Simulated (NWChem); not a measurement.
# One shape, several levels: C4H8 (1-butene)

We compute a comparison of 4 runs (HF/STO-3G, HF/3-21G, B3LYP/6-31G*) of C4H8 (1-butene). 

The results are computed with NWChem 7.3.0.

### 1 The molecule

C4H8 has 12 atoms, charge 0, and is taken as a singlet. SMILES: `C=CCC`. The coordinates come from a PBE0-D4/def2-TZVP relaxation. This is one conformer, not always the lowest.

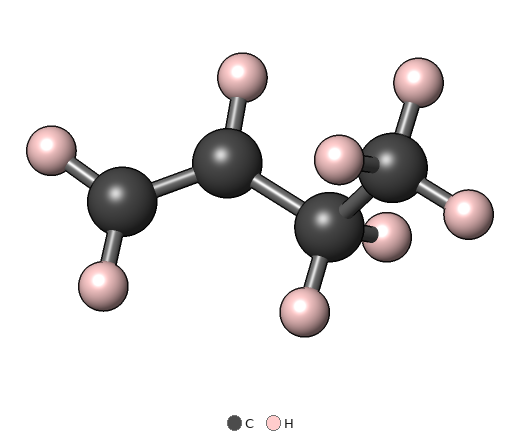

The structure, seen from a chosen angle (carbon dark grey, hydrogen pink).

### 2 Energy and gradient at HF/STO-3G (run 1)

The input, mymol.xyz:

```xyz
12

C     -0.102800     1.905000     0.560800
C      0.327700     0.889700    -0.174300
C     -0.446000    -0.352500    -0.465500
C      0.258200    -1.608200     0.036200
H     -1.092900     1.899200     1.007100
H      0.512900     2.778300     0.742300
H      1.330000     0.935100    -0.599700
H     -1.442300    -0.274800    -0.019600
H     -0.593000    -0.436900    -1.549400
H      1.253200    -1.704600    -0.406500
H      0.380200    -1.579000     1.121300
H     -0.308300    -2.506700    -0.218800
```

The input, mymol.nw:

```
start mymol
memory total 2200 mb
charge 0

geometry units angstroms noautosym nocenter noautoz
 load format xyz mymol.xyz
end

basis spherical bse
 * library STO-3G
end

scf
 thresh 1e-08
 maxiter 80
end

task scf gradient
```

Launch:

```sh
nwchem mymol.nw > mymol.out
```

Standard output:

```text
[...]
  functions       =    28
[...]
  wavefunction    = RHF
[...]
         Total SCF energy =   -154.238449227478
      One-electron energy =   -440.631216649111
      Two-electron energy =    168.812657812165
 Nuclear repulsion energy =    117.580109609468
        Time for solution =      1.1s
[...]
                         RHF ENERGY GRADIENTS
    atom               coordinates                        gradient
                 x          y          z           x          y          z
   1 C      -0.194264   3.599928   1.059758   -0.005589   0.020673   0.013836
   2 C       0.619263   1.681289  -0.329379   -0.010329  -0.042979  -0.019484
   3 C      -0.842818  -0.666128  -0.879667    0.026196   0.006737   0.015429
   4 C       0.487927  -3.039057   0.068408   -0.011463   0.019038  -0.008091
   5 H      -2.065282   3.588968   1.903143   -0.004307  -0.001811   0.000874
   6 H       0.969240   5.250226   1.402744    0.002666   0.001716  -0.000076
   7 H       2.513336   1.767083  -1.133269    0.004039   0.000998  -0.000938
   8 H      -2.725552  -0.519297  -0.037039   -0.005422   0.001761   0.001377
   9 H      -1.120608  -0.825621  -2.927941   -0.000982   0.000294  -0.005143
  10 H       2.368205  -3.221227  -0.768174    0.005847  -0.001448  -0.001774
  11 H       0.718474  -2.983877   2.118950    0.001164   0.000216   0.005286
[...]
```

It took 1.8 s on 1 thread of Intel Xeon 6975P-C (Granite Rapids), shared host; peak memory 0.096 GiB.

### 3 Energy and gradient at HF/3-21G (run 2)

The input, c4h8.nw:

```
start c4h8
memory 2200 mb

geometry noautosym nocenter noautoz
C    -0.102800    1.905000    0.560800
C     0.327700    0.889700   -0.174300
C    -0.446000   -0.352500   -0.465500
C     0.258200   -1.608200    0.036200
H    -1.092900    1.899200    1.007100
H     0.512900    2.778300    0.742300
H     1.330000    0.935100   -0.599700
H    -1.442300   -0.274800   -0.019600
H    -0.593000   -0.436900   -1.549400
H     1.253200   -1.704600   -0.406500
H     0.380200   -1.579000    1.121300
H    -0.308300   -2.506700   -0.218800
end

basis spherical bse
* library 3-21G
end

scf
thresh 1e-08
maxiter 80
print medium
end

task scf gradient
```

Launch:

```sh
nwchem c4h8.nw > c4h8.out
```

Standard output:

```text
[...]
  functions       =    52
[...]
  wavefunction    = RHF
[...]
         Total SCF energy =   -155.242166026332
      One-electron energy =   -440.581352268061
      Two-electron energy =    167.759076632261
 Nuclear repulsion energy =    117.580109609468
        Time for solution =      1.3s
[...]
                         RHF ENERGY GRADIENTS
    atom               coordinates                        gradient
                 x          y          z           x          y          z
   1 C      -0.194264   3.599928   1.059758   -0.000440   0.004398   0.002670
   2 C       0.619263   1.681289  -0.329379   -0.010978  -0.017496  -0.006367
   3 C      -0.842818  -0.666128  -0.879667    0.017680  -0.001556   0.010564
   4 C       0.487927  -3.039057   0.068408   -0.008468   0.013505  -0.006622
   5 H      -2.065282   3.588968   1.903143   -0.007802  -0.001032   0.002915
   6 H       0.969240   5.250226   1.402744    0.005110   0.006209   0.000995
   7 H       2.513336   1.767083  -1.133269    0.008121   0.000833  -0.002877
   8 H      -2.725552  -0.519297  -0.037039   -0.005856   0.001400   0.002113
   9 H      -1.120608  -0.825621  -2.927941   -0.001061  -0.000233  -0.006083
  10 H       2.368205  -3.221227  -0.768174    0.005166  -0.000912  -0.001731
  11 H       0.718474  -2.983877   2.118950    0.001070  -0.000381   0.005619
[...]
```

Wall time 2 s (1 thread of Intel Xeon 6975P-C (Granite Rapids), shared host); peak memory 0.099 GiB.

### 4 Energy and gradient at B3LYP/6-31G(d) (spherical functions) (run 3)

The input, test.nw:

```
start test
memory stack 880 mb heap 220 mb global 1100 mb

geometry noautosym nocenter noautoz
   C     -0.102800     1.905000     0.560800
   C      0.327700     0.889700    -0.174300
   C     -0.446000    -0.352500    -0.465500
   C      0.258200    -1.608200     0.036200
   H     -1.092900     1.899200     1.007100
   H      0.512900     2.778300     0.742300
   H      1.330000     0.935100    -0.599700
   H     -1.442300    -0.274800    -0.019600
   H     -0.593000    -0.436900    -1.549400
   H      1.253200    -1.704600    -0.406500
   H      0.380200    -1.579000     1.121300
   H     -0.308300    -2.506700    -0.218800
end

basis spherical bse
   C library 6-31G*
   H library 6-31G*
end

dft
   xc b3lyp
   grid xfine
   convergence energy 1e-08
   iterations 100
   mulliken
   noprint "final vectors analysis"
end

task dft gradient
```

Launch:

```sh
nwchem test.nw > test.out
```

Standard output:

```text
[...]
          Wavefunction type:  closed shell.
          No. of atoms     :    12
          No. of electrons :    32
[...]
          Charge           :     0
          Spin multiplicity:     1
[...]
          AO basis - number of functions:    72
[...]
              XC Information
              --------------
                         B3LYP Method XC Potential
                     Hartree-Fock (Exact) Exchange  0.200
                        Slater Exchange Functional  0.800 local
                    Becke 1988 Exchange Functional  0.720 non-local
              Lee-Yang-Parr Correlation Functional  0.810
                  VWN I RPA Correlation Functional  0.190 local
[...]
 d= 0,ls=0.0,diis     1   -157.1794260369 -2.75D+02  7.49D-03  3.05D-01     3.2
[...]
 d= 0,ls=0.0,diis     8   -157.2176859449  3.73D-11  2.68D-06  7.06D-08    23.0
         Total DFT energy =     -157.217685944936
      One electron energy =     -442.475904303627
           Coulomb energy =      192.398252571599
    Exchange-Corr. energy =      -24.720143822377
 Nuclear repulsion energy =      117.580109609468
[...]
  wavefunction    = closed shell
                         DFT ENERGY GRADIENTS
    atom               coordinates                        gradient
                 x          y          z           x          y          z
   1 C      -0.194264   3.599928   1.059758    0.002266  -0.006011  -0.004238
   2 C       0.619263   1.681289  -0.329379   -0.005167   0.000997   0.003260
   3 C      -0.842818  -0.666128  -0.879667    0.003544  -0.000119   0.002620
   4 C       0.487927  -3.039057   0.068408   -0.001383   0.003977  -0.001312
   5 H      -2.065282   3.588968   1.903143    0.001479  -0.000820  -0.001085
   6 H       0.969240   5.250226   1.402744   -0.000553  -0.002107  -0.000852
   7 H       2.513336   1.767083  -1.133269   -0.001608   0.000130   0.000880
   8 H      -2.725552  -0.519297  -0.037039    0.002198   0.000248  -0.000624
   9 H      -1.120608  -0.825621  -2.927941    0.000821   0.000672   0.002407
  10 H       2.368205  -3.221227  -0.768174   -0.002264   0.000534   0.000852
  11 H       0.718474  -2.983877   2.118950   -0.000400   0.000236  -0.002335
[...]
```

Wall time 29 s (1 thread of Intel Xeon 6975P-C (Granite Rapids), shared host); peak memory 0.15 GiB.

### 5 Energy and forces at B3LYP/6-31G(d) (Cartesian functions) (run 4)

The input, c4h8.nw:

```
start c4h8
memory 2200 mb

geometry units angstroms noautosym nocenter noautoz
  C    -0.102800    1.905000    0.560800
  C     0.327700    0.889700   -0.174300
  C    -0.446000   -0.352500   -0.465500
  C     0.258200   -1.608200    0.036200
  H    -1.092900    1.899200    1.007100
  H     0.512900    2.778300    0.742300
  H     1.330000    0.935100   -0.599700
  H    -1.442300   -0.274800   -0.019600
  H    -0.593000   -0.436900   -1.549400
  H     1.253200   -1.704600   -0.406500
  H     0.380200   -1.579000    1.121300
  H    -0.308300   -2.506700   -0.218800
end

basis
  * library 6-31G*
end

dft
  xc b3lyp
  grid xfine
  convergence energy 1e-08
  iterations 100
  mulliken
end

task dft gradient
```

Launch:

```sh
nwchem c4h8.nw > c4h8.out
```

Standard output:

```text
[...]
          Wavefunction type:  closed shell.
          No. of atoms     :    12
          No. of electrons :    32
[...]
          Charge           :     0
          Spin multiplicity:     1
[...]
          AO basis - number of functions:    76
[...]
              XC Information
              --------------
                         B3LYP Method XC Potential
                     Hartree-Fock (Exact) Exchange  0.200
                        Slater Exchange Functional  0.800 local
                    Becke 1988 Exchange Functional  0.720 non-local
              Lee-Yang-Parr Correlation Functional  0.810
                  VWN I RPA Correlation Functional  0.190 local
[...]
 d= 0,ls=0.0,diis     1   -157.1805668233 -2.75D+02  7.25D-03  4.19D-01     3.4
[...]
 d= 0,ls=0.0,diis     8   -157.2207158903  2.24D-10  2.81D-06  8.37D-08    24.5
         Total DFT energy =     -157.220715890303
      One electron energy =     -442.445173585246
           Coulomb energy =      192.329175181616
    Exchange-Corr. energy =      -24.684827096141
 Nuclear repulsion energy =      117.580109609468
[...]
  wavefunction    = closed shell
                         DFT ENERGY GRADIENTS
    atom               coordinates                        gradient
                 x          y          z           x          y          z
   1 C      -0.194264   3.599928   1.059758    0.002116  -0.005717  -0.004002
   2 C       0.619263   1.681289  -0.329379   -0.004881   0.000854   0.003052
   3 C      -0.842818  -0.666128  -0.879667    0.003365  -0.000130   0.002540
   4 C       0.487927  -3.039057   0.068408   -0.001319   0.003876  -0.001262
   5 H      -2.065282   3.588968   1.903143    0.001456  -0.000832  -0.001080
   6 H       0.969240   5.250226   1.402744   -0.000529  -0.002092  -0.000854
   7 H       2.513336   1.767083  -1.133269   -0.001617   0.000127   0.000880
   8 H      -2.725552  -0.519297  -0.037039    0.002166   0.000245  -0.000607
   9 H      -1.120608  -0.825621  -2.927941    0.000823   0.000664   0.002369
  10 H       2.368205  -3.221227  -0.768174   -0.002223   0.000540   0.000831
  11 H       0.718474  -2.983877   2.118950   -0.000397   0.000237  -0.002285
[...]
```

It took 30 s on 1 thread of Intel Xeon 6975P-C (Granite Rapids), shared host; peak memory 0.15 GiB.

### 6 All runs side by side

| run | level | iteration cap | module | energy (Eh) | dipole moment (D) | HOMO energy (eV) | LUMO energy (eV) | wall time |
| --- | --- | --- | --- | --- | --- | --- | --- | --- |
| 1 | HF/STO-3G | 80 | scf | -154.238449 | 0.27 | -8.37 | 8.83 | 1.8 s |
| 2 | HF/3-21G | 80 | scf | -155.242166 | 0.31 | -9.74 | 5.15 | 2 s |
| 3 | B3LYP/6-31G* (spherical functions) | 100 | dft | -157.217686 | 0.34 | – | – | 29 s |
| 4 | B3LYP/6-31G* (Cartesian functions) | 100 | dft | -157.220716 | 0.34 | -6.82 | 0.76 | 30 s |

### 7 What came out

| quantity | value |
| --- | --- |
| run 4: total energy | -157.22072 Eh |
| run 4: dipole moment | 0.34 D |
| run 4: HOMO energy | -6.82 eV |
| run 4: LUMO energy | 0.76 eV |
| run 4: HOMO–LUMO gap | 7.58 eV |
| run 4: largest force on an atom | 0.375 eV/Å |

The dipole moment (its size) runs from 0.27 D (HF/STO-3G) to 0.34 D (B3LYP/6-31G*). The two ends differ in method and basis. Over runs 1, 2, 4 the HOMO–LUMO gap runs from 7.58 eV (B3LYP/6-31G*) to 17.20 eV (HF/STO-3G). In run 1 the basis is minimal, so the values are rough. All runs together took 62 s, the longest 30 s.
